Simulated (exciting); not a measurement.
## A series of single points on Ho

System: Ho (Fm-3m, 1 atom in the cell).
Method: Kohn-Sham DFT of a periodic cell, PBE, all-electron LAPW+lo, shipped species files, spin-polarised (exciting sodium).

The 7 runs differ only in the geometry, by an even scaling of the cell at fixed fractional positions. The structure derives from a Materials Project entry.

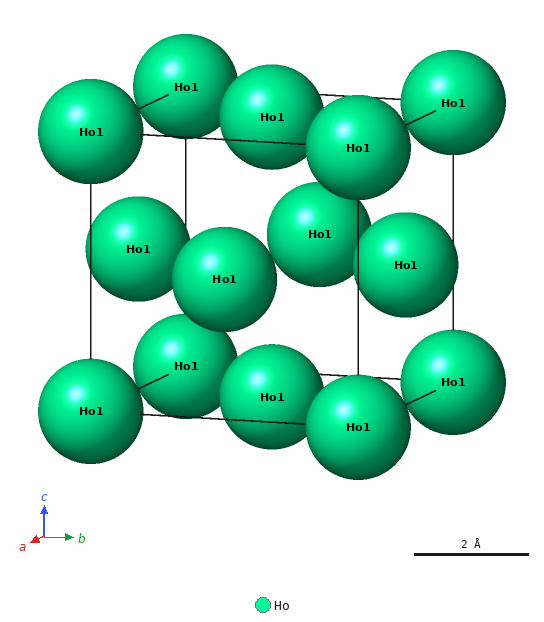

Figure 1. The structure of run 4 (spheres-only view of the cell 4 times as large as that of the calculation, set on its symmetry axes, seen slightly off an axis; atoms are numbered from 1 in the order of the input).

**Input of run 4**
```
<input>
  <title>Ho</title>
  <structure speciespath="./" tshift="false">
    <crystal scale="1">
      <basevect>0.000000000000 4.713440590051 4.713440590051</basevect>
      <basevect>4.713440590051 0.000000000000 4.713440590051</basevect>
      <basevect>4.713440590051 4.713440590051 0.000000000000</basevect>
    </crystal>
    <species speciesfile="Ho.xml" rmt="2.3">
      <atom coord="0.000000000000 0.000000000000 0.000000000000" bfcmt="0 0 -8"/>
    </species>
  </structure>
  <groundstate do="fromscratch" ngridk="9 9 9" rgkmax="9.5" gmaxvr="14" lmaxapw="10" lmaxmat="10" lmaxvr="8" xctype="GGA_PBE" stype="Fermi Dirac" swidth="0.00183747" nempty="22" ValenceRelativity="iora*" epsengy="1e-05" epspot="1e-05" maxscl="90" tforce="true" outputlevel="normal">
    <spin reducebf="0.5"/>
  </groundstate>
  <properties>
    <chargedensityplot>
      <plot3d>
        <box grid="18 18 18">
          <origin coord="0 0 0"/>
          <point coord="1 0 0"/>
          <point coord="0 1 0"/>
          <point coord="0 0 1"/>
        </box>
      </plot3d>
    </chargedensityplot>
    <elfplot>
      <plot3d>
        <box grid="18 18 18">
          <origin coord="0 0 0"/>
          <point coord="1 0 0"/>
          <point coord="0 1 0"/>
          <point coord="0 0 1"/>
        </box>
      </plot3d>
    </elfplot>
    <exccplot>
      <plot3d>
        <box grid="18 18 18">
          <origin coord="0 0 0"/>
          <point coord="1 0 0"/>
          <point coord="0 1 0"/>
          <point coord="0 0 1"/>
        </box>
      </plot3d>
    </exccplot>
  </properties>
</input>
```

Command:
```bash
OMP_NUM_THREADS=1 exciting_smp
```

Run 6 has the same physical settings and fractional positions; its lattice vectors (Å) are:
```
   0.000000    2.527068    2.527068
   2.527068    0.000000    2.527068
   2.527068    2.527068    0.000000
```

**Results, with one run withheld**

| run | volume per atom (Å³) | free energy per atom, from the lowest run given (meV) |
| --- | --- | --- |
| 1 | 29.173 | 64.90 |
| 2 | 29.793 | 48.25 |
| 3 | 30.414 | 33.77 |
| 4 | 31.035 | 21.78 |
| 5 | 31.655 | 12.64 |
| 6 | 32.276 | ? |
| 7 | 32.897 | 0.00 |

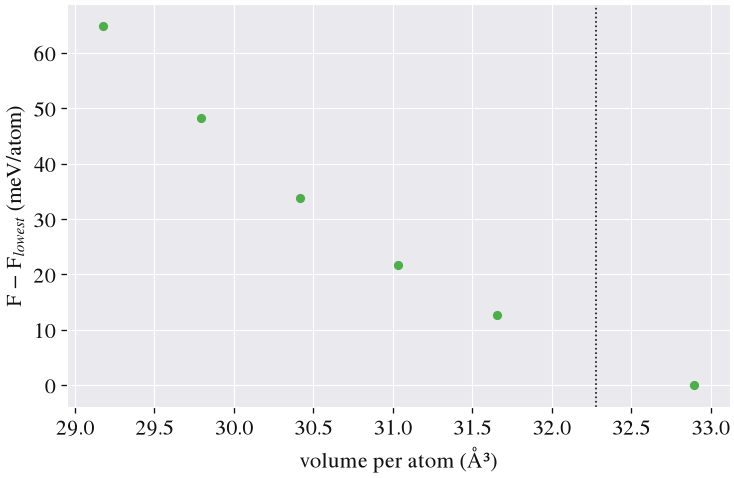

Figure 2. Free energy per atom of the runs given; the dotted line marks run 6.

What should run 6 give?

A cubic polynomial in V^(−2/3) (the Birch–Murnaghan form), fitted to the 6 runs given, misses them by at most 0.19 meV per atom. With x = V^(−2/3) − 0.10180 Å⁻², it reads F = 26.395 + 8469.4 x + 5.3256e+05 x² − 6.8369e+06 x³ (meV per atom). At run 6 it gives 5.20 meV per atom, and the run itself gives 5.16. The fit has no minimum inside this range.

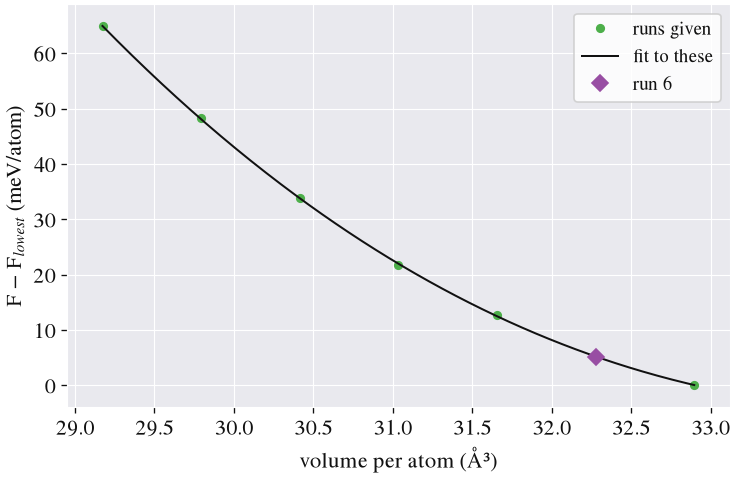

Figure 3. The fit and the withheld run.

**Some lines of the output (run 6)**
```
[...]
 Absolute change in total energy   (target) :  0.378957E-04  ( 0.100000E-04)
 Total energy                               :    -12628.56526706
 DOS at Fermi energy (states/Ha/cell)       :       143.07923558
 Absolute change in total energy   (target) :  0.284382E-04  ( 0.100000E-04)
 Total energy                               :    -12628.56525587
 DOS at Fermi energy (states/Ha/cell)       :       143.07929386
 Absolute change in total energy   (target) :  0.111914E-04  ( 0.100000E-04)
 DOS at Fermi energy (states/Ha/cell)       :       143.07929247
 Absolute change in total energy   (target) :  0.603904E-09  ( 0.100000E-04)
 Total energy                               :    -12628.56526056
 DOS at Fermi energy (states/Ha/cell)       :       143.07927022
 Absolute change in total energy   (target) :  0.468895E-05  ( 0.100000E-04)
 Total energy                               :    -12628.56526179
 DOS at Fermi energy (states/Ha/cell)       :       143.07926120
```

Notes: Points of doubt noted for this run: forces with spin.
